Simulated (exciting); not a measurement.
System: fcc Os, space group Fm-3m, 1 atom in the primitive cell. The cell is scaled at fixed shape and fractional positions; at the middle volume, cubic a = 3.890 Å. Level of theory: PBEsol, all-electron LAPW+lo, shipped species files, valence relativity iora*, no spin polarisation, no spin-orbit coupling, 12×12×12 k mesh, Fermi-Dirac smearing of 0.05 eV; code exciting.

It is a metal. At 14.72 Å³/atom some levels near the Fermi level are L double above at +2.23 eV, L single below at −0.27 eV, W single below at −0.82 eV and Γ band bottom at −10.50 eV (named by k point, degeneracy and side).

How does each level move against the Fermi level from 13.83 Å³/atom to 15.60 Å³/atom?

Answer. L double above goes from +2.48 to +2.02 eV, L single below stays near −0.28 eV, W single below goes from −0.92 to −0.74 eV and Γ band bottom goes from −11.04 to −10.01 eV. The Fermi level lies 11.04 eV above the band bottom at the smallest volume and 10.01 eV at the largest, a power law of about V^−0.82.

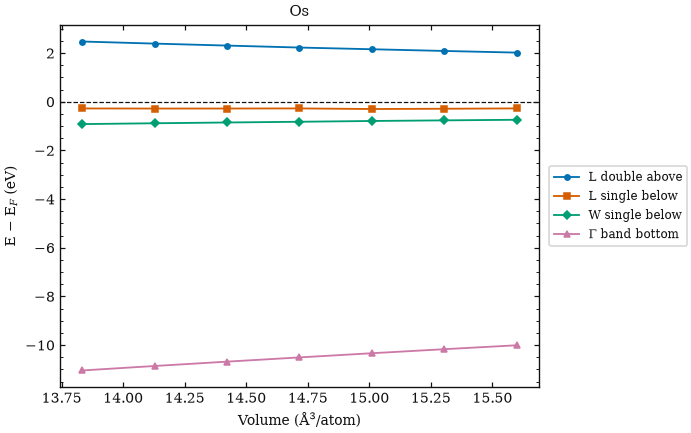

Levels at named k points against volume, from the Fermi level of each run. Each is named by its point, its degeneracy (spin aside) and its side of the Fermi level at the middle volume, where it is the nearest level on that side; the band bottom is the lowest valence level above the core-like shells.

```csv
volume,L double above (eV),L single below (eV),W single below (eV),Γ band bottom (eV)
13.83 Å³/atom,2.48,−0.27,−0.92,−11.04
14.13 Å³/atom,2.39,−0.28,−0.88,−10.86
14.42 Å³/atom,2.31,−0.28,−0.85,−10.68
14.72 Å³/atom,2.23,−0.27,−0.82,−10.50
15.01 Å³/atom,2.16,−0.29,−0.79,−10.33
15.30 Å³/atom,2.09,−0.28,−0.76,−10.17
15.60 Å³/atom,2.02,−0.27,−0.74,−10.01
```

Spin-orbit coupling is left out, which matters for Os. This isn't the form of Os at room conditions, which is hcp. The Fermi level is that of this mesh and smearing.
